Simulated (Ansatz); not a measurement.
## Electronic structure of SiMo3 in real space

The calculation's input:

```
crystal:
  lattice:
    - [0.0, 3.0989641333, 3.0989641333]
    - [3.0989641333, 0.0, 3.0989641333]
    - [3.0989641333, 3.0989641333, 0.0]
  atoms:
    - { symbol: Si, position: [0.0, 0.0, 0.0] }
    - { symbol: Mo, position: [0.75, 0.75, 0.75] }
    - { symbol: Mo, position: [0.25, 0.25, 0.25] }
    - { symbol: Mo, position: [0.5, 0.5, 0.5] }
basis:
  ecutwfc: 420
kpoints:
  mp_grid: { grid: [14, 14, 14] }
  band_path:
    path:
      - [[0.0, 0.0, 0.0], [0.5, 0.0, 0.5], [0.625, 0.25, 0.625]]
      - [[0.375, 0.375, 0.75], [0.0, 0.0, 0.0], [0.5, 0.5, 0.5], [0.5, 0.25, 0.75], [0.5, 0.0, 0.5]]
    npoints: 14
hamiltonian:
  xc: pbe
scf:
  occupations: { method: gaussian, width: 0.1 }
  n_extra_bands: 10
output:
  forces: true
  stress: true
  eigenvalues: true
  populations: true
  dos: { projected: true, de: 0.02, nscf_kmesh: { grid: [17, 17, 17] } }
  bader: true
  write_density: true
  write_potential: true
  elf: true
  volumetric_format: npy
```

Run with:

```sh
ansatz run input.yaml --threads 1 --pin off --max-ram 2560MiB --backend cpu --events-out ev --progress --plain --runs-dir out
```

Below, planes, directions and counts refer to the conventional cell (a = 6.20 Å, b = 6.20 Å, c = 6.20 Å, α = 90.00°, β = 90.00°, γ = 90.00°).

Space group Fm-3m; a structure generated by program, which may or may not match a known phase; computed without spin polarisation.

Method: DFT PBE, scalar-relativistic, plane waves, PAW in Ansatz.

The density is the valence pseudo-density of a PAW calculation; it isn't the true density close to the nuclei.

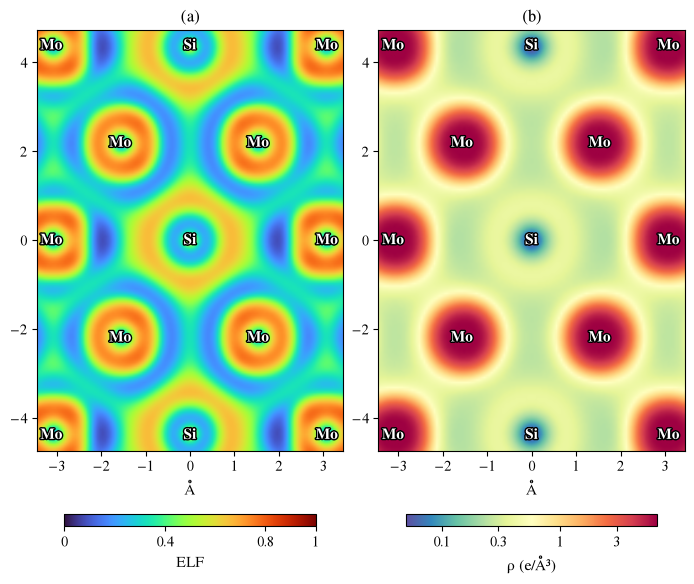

Figure 1. (a) electron localisation function; (b) valence charge density (pseudo) on the (101) plane of the conventional cell.

What do the fields say about this system?

- The plane passes through Si and Mo nuclei.
- Si–Mo (2.68 Å): the density is about 0.32 e/Å³ at the midpoint; the ELF peaks at about 0.65 in the valence shell of Si, 0.9 Å from its nucleus, and is about 0.30 at the midpoint.
- Mo–Mo (2.68 Å): ρ at the midpoint is about 0.42 e/Å³; the ELF is about 0.35 at the midpoint.
- Si–Mo (3.10 Å): the density is about 0.23 e/Å³ at the midpoint; the ELF peaks at about 0.65 in the valence shell of Si, 1.0 Å from its nucleus, and is about 0.35 at the midpoint.
- Between the atoms the lowest density in this plane is 0.23 e/Å³.
- The features right at Mo lie inside the PAW spheres, where the map follows smoothed inner orbitals and isn't to be read closely.

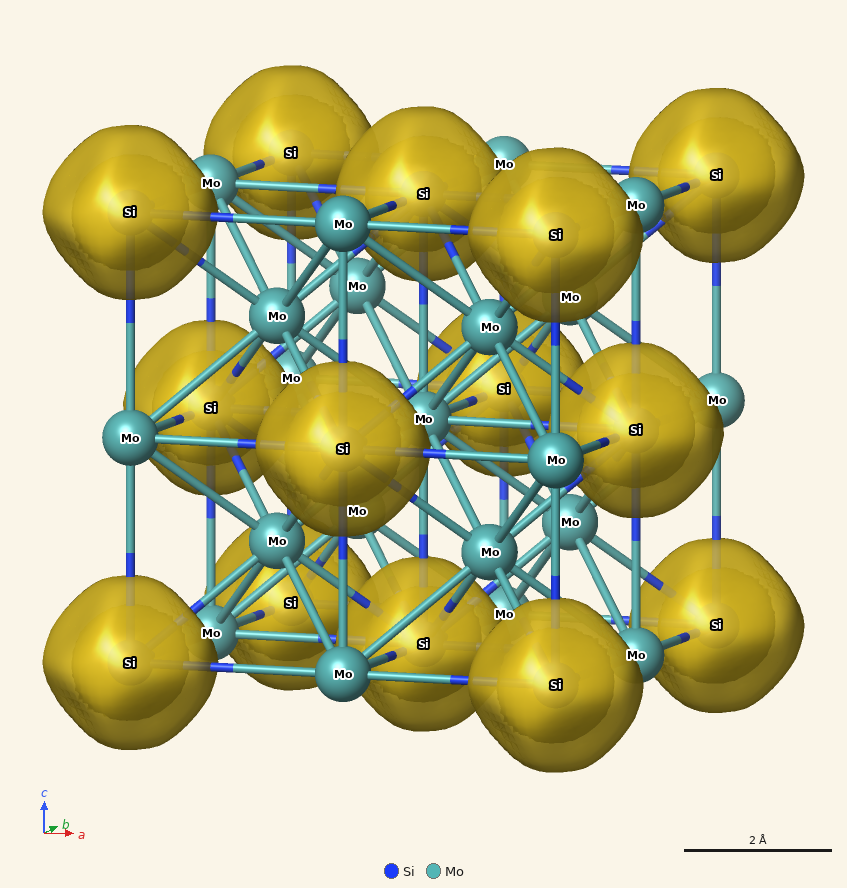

Figure 2. Isosurface of the ELF at 0.6 (yellow), seen slightly off an axis. Only the valence region is drawn (cores and ρ < 0.01 e/Å³ removed). Sticks mark near contacts.

Where are the electrons localised?

At this value the surface marks out four regions wrapped around Si (the valence shell of each), counted in one cell of 16 atoms. Any copies at cell faces, edges or corners count once.

Does the calculation make it a metal, or give it a gap?

It is metallic or semimetallic at this level of theory: no gap opens.

How much charge does the calculation move between the atoms?

Electrons move from Mo towards Si. Bader charges: Si −0.37 and Mo +0.12 e.
